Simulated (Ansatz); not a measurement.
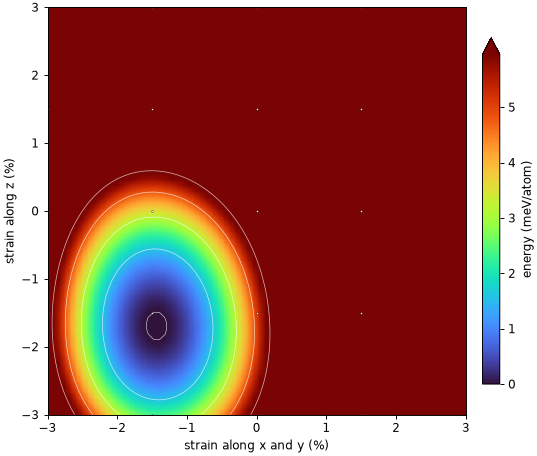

Ge (Cmmm, No. 65; 1 atom in the cell). The cell is strained homogeneously, by one strain along x and y and another along z, with fractional coordinates fixed (x along [1 0 0], z along [0 0 1] of the conventional cell). Coordinates scanned: (1) strain along x and y; (2) strain along z. The scan uses a 5 × 5 grid. Points are written as (first, second). Energies: meV/atom, counted from the lowest grid point. The reference cell is the one listed in the database, not relaxed at this level. The calculation used Ansatz, DFT r2SCAN, scalar-relativistic, plane waves, PAW. Settings: cutoff 500 eV, k-mesh 20×20×18 in the order of the run's cell vectors, gaussian smearing 0.15 eV, no spin polarisation.

The picture shows a smooth colour map with a few white contour lines, dots at the grid points, one colour for all values above the top of the scale. Between grid points the surface is interpolated.

**Estimate the clamped-ion elastic constants that this map fixes.**

With the cell volume of 19.6 Å³, the curvatures of the interpolated surface at its minimum give C₁₁ + C₂₂ + 2C₁₂ ≈ 440 GPa, C₃₃ ≈ 220 GPa and C₁₃ + C₂₃ ≈ 7.8 GPa (clamped ions, Cartesian axes of the cell). A stretch of 1 % along z with free sides (kept equal in x and y) would change the in-plane lengths by about −0.02 %.
